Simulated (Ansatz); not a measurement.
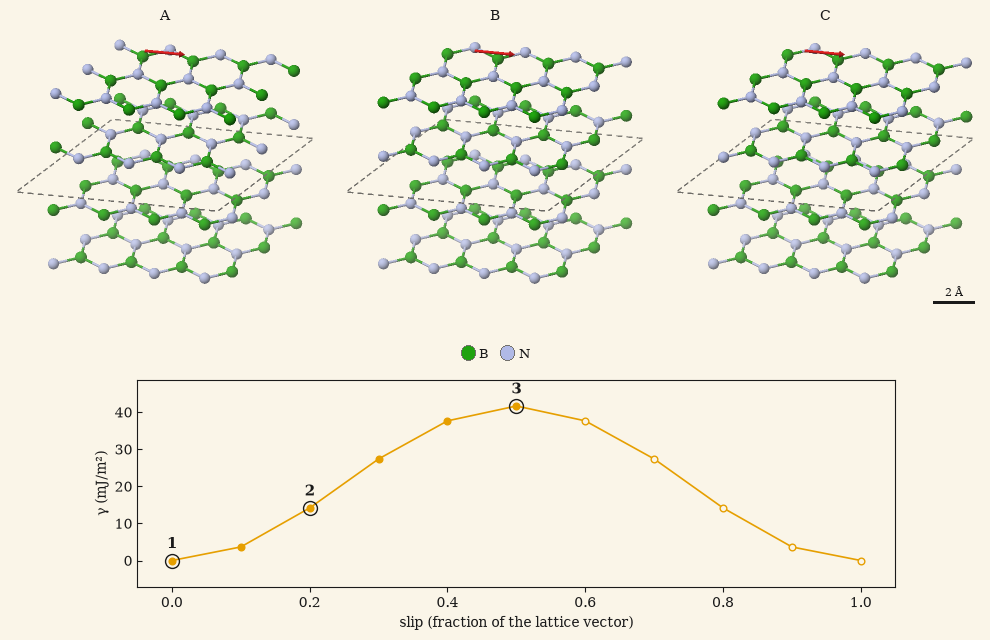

Energy scan for a crystal of BN (P6_3/mmc), in which the crystal above a cut along the (0 0 1) plane of the conventional cell (between a plane of B/N below and one of B/N above, 3.33 Å apart) is slid rigidly by fractions of an in-plane lattice vector 2.50 Å long (a generalised stacking fault). One cut stands in each cell, which starts 13.3 Å high; nothing is relaxed, and the dashed outline marks the cut, the arrow on top the direction of slip. The frames are shuffled; the numbered points of the plot belong to them. Hollow markers are points alike by symmetry, not computed again. The picture is a ball-and-stick view of the layers on both sides of the cut, seen obliquely from above.

The calculation used Ansatz, DFT PBE+D3(BJ), scalar-relativistic, plane waves, PAW. Set-up: plane-wave cutoff 420 eV; k-point mesh 10 × 10 × 2; occupations gaussian; smearing width 0.05 eV; no spin polarisation. Energies (free energies at the smearing named) are counted from the cell as listed in its source, which wasn't relaxed.

Match the frames to the points.

Answer. Point 1 is frame B (the slip 0.00, 0.0 mJ/m²); 2 is frame C (the slip 0.20, 14.2 mJ/m²); 3 is frame A (the slip 0.50, 41.7 mJ/m²). The curve starts and ends at zero, since a full lattice vector restores the crystal. Its highest computed point is 41.7 mJ/m² at slip 0.50, which the unstable stacking-fault energy of this rigid path equals or slightly exceeds. No local minimum shows among the points, so there is no metastable fault on this line. The path is symmetric about half-way. Relaxation across the fault would lower the values.
